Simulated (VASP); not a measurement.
System ZnS (space group P6_3mc, No. 186); source of the atomic positions: an entry of the Crystallography Open Database, as set up for an electronic-structure calculation.

```cif
data_structure
_symmetry_space_group_name_H-M 'P6_3mc'
_symmetry_Int_Tables_number 186
_cell_length_a 3.8110
_cell_length_b 3.8110
_cell_length_c 6.2340
_cell_angle_alpha 90.000
_cell_angle_beta 90.000
_cell_angle_gamma 120.000
_cell_volume 78.41
loop_
_atom_site_label
_atom_site_type_symbol
_atom_site_symmetry_multiplicity
_atom_site_Wyckoff_symbol
_atom_site_fract_x
_atom_site_fract_y
_atom_site_fract_z
_atom_site_occupancy
Zn1 Zn 2 b 0.66667 0.33333 0.50000 1
S1 S 2 b 0.66667 0.33333 0.88500 1
```

Bonds are taken as S–Zn below 2.7 Å; no other contact counts. Simplification: prune 0- and 1-connected atoms, fold 2-connected ones into links.

Derive the underlying net.

The result is a uninodal 4-connected, three-periodic net: Zn and S are 4-connected nodes. It is the lon net, known from lonsdaleite, wurtzite and tridymite. It is a single net, without interpenetration.

| node | links | point symbol | coordination sequence |
| --- | --- | --- | --- |
| Zn and S | 4 | 6^6 | 4 12 25 44 67 96 130 170 214 264 |

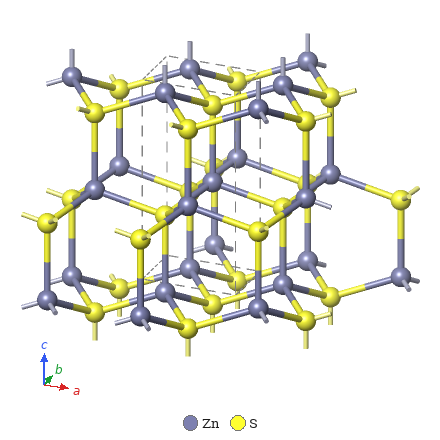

Nodes are coloured by element. Edges to nodes outside the piece are drawn as stubs.
